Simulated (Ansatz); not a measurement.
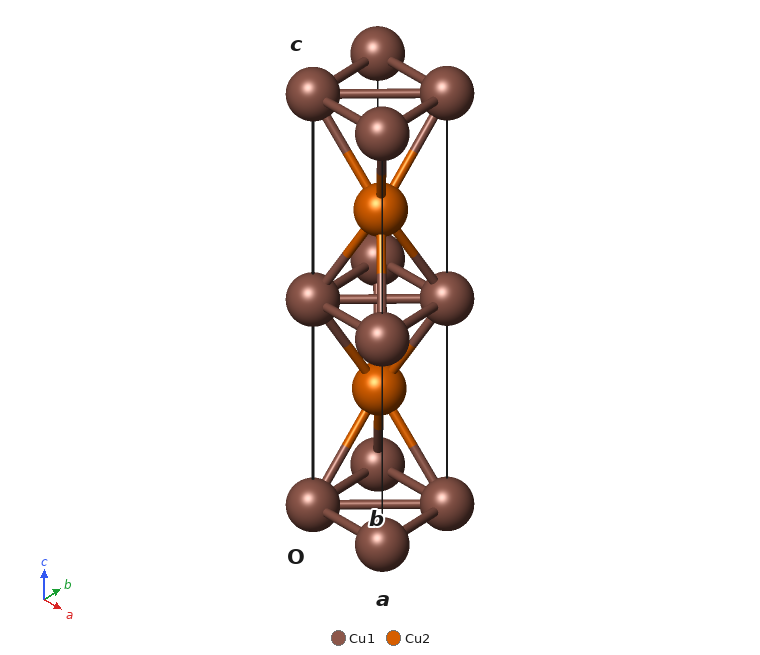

One unit cell; atoms that symmetry makes equivalent share a colour (atoms on faces, edges and corners are repeated). Crystal: Cu, the input geometry of an electronic-structure calculation (not necessarily at equilibrium); the starting structure was generated, so it need not be a known form of this composition. Symmetry computed with spglib at a tolerance of 0.002 Å; standard conventional cell.

a = 2.488 Å, b = 2.488 Å, c = 8.129 Å, α = 90.00°, β = 90.00°, γ = 120.00°; space group P6₃/mmc, No. 194.

One atom of each site: Cu1 (0, 0, 0); Cu2 (1/3, 2/3, 1/4).

Question: Give the multiplicity, Wyckoff letter and site symmetry of each site.

Answer:
| site | Wyckoff | symmetry |
| --- | --- | --- |
| Cu1 | 2a | -3m. |
| Cu2 | 2c | -6m2 |

Question: How many free positional parameters does the structure have?

Answer: 0: Cu1 0, Cu2 0.
